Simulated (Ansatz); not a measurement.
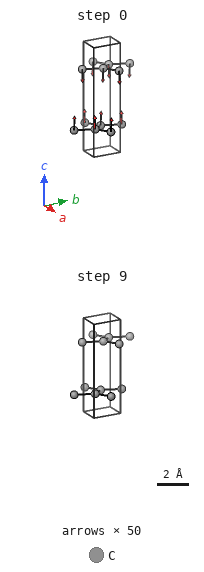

The structure of crystalline C (set up in Cmme) before (top) and after (bottom) a relaxation, at one scale. The red arrows give the displacements (the part carried along by the change of the cell is left out), magnified 50 times.

The picture is a ball-and-stick view of the cell of the calculation, seen slightly off an axis.

Case: relaxed kmesh: [3, 3, 1] Gamma-centred.

These are results of DFT LDA, scalar-relativistic, plane waves, PAW (Ansatz 0.2.0), not measurements.

Input
```yaml
crystal:
  lattice:
    - [1.22804797, -2.12706182, 0.0]
    - [1.22804797, 2.12706182, 0.0]
    - [0.0, 0.0, 7.17326776]
  atoms:
    - { symbol: C, position: [0.08337946, 0.91662054, 0.7531376] }
    - { symbol: C, position: [0.58337946, 0.41662054, 0.2468624] }
    - { symbol: C, position: [0.91662054, 0.08337946, 0.2468624] }
    - { symbol: C, position: [0.41662054, 0.58337946, 0.7531376] }
basis:
  ecutwfc: 420
kpoints:
  mp_grid: { grid: [3, 3, 1] }
hamiltonian:
  xc: lda
scf:
  occupations: { method: gaussian, width: 0.1 }
output:
  forces: true
  stress: true
  eigenvalues: true
relax:
  adjacent_minimum: "off"
  f_tol: 0.01
  max_steps: 60
  cell: { stress_tol: 0.05 }
```

Run as
```bash
ansatz run input.yaml --threads 1 --pin off --max-ram 2560MiB --backend cpu --events-out ev --progress --plain --runs-dir out
```

Summarise the run.

Answer. Over 6 accepted moves (9 points after the start) the energy falls by 28.3 meV per atom. Largest force component: 0.093 eV/Å at the start, under 0.0001 eV/Å at the end. The pressure goes from −2.23 to 0.00 GPa. The SCF was repeated 3 times at an unchanged geometry on a basis and grid sized afresh for the cell, which shifted the energy by 2.4 meV per atom at most. The largest moves relative to the cell, 0.019 Å, are those of C1, C2, C3 and C4. C1 goes along [−1 0 −3]. The drawn cell changes as follows: a = b 2.456 → 2.447 Å (−0.4 %), c 7.173 → 6.152 Å (−14.2 %), γ 120.0° → 119.5°; the volume changes by −14.5 %. The space group (tolerance 0.01 Å) goes from Cmme (No. 67) to Fmmm (No. 69). The run took 3.6 s on 1 thread of Oxide Virtual Turin-like Processor (Zen 5), with other jobs on the host, peak memory 0.31 GiB.

Limits of the set-up: layers or molecules are held without a dispersion correction, so their spacing is unreliable.
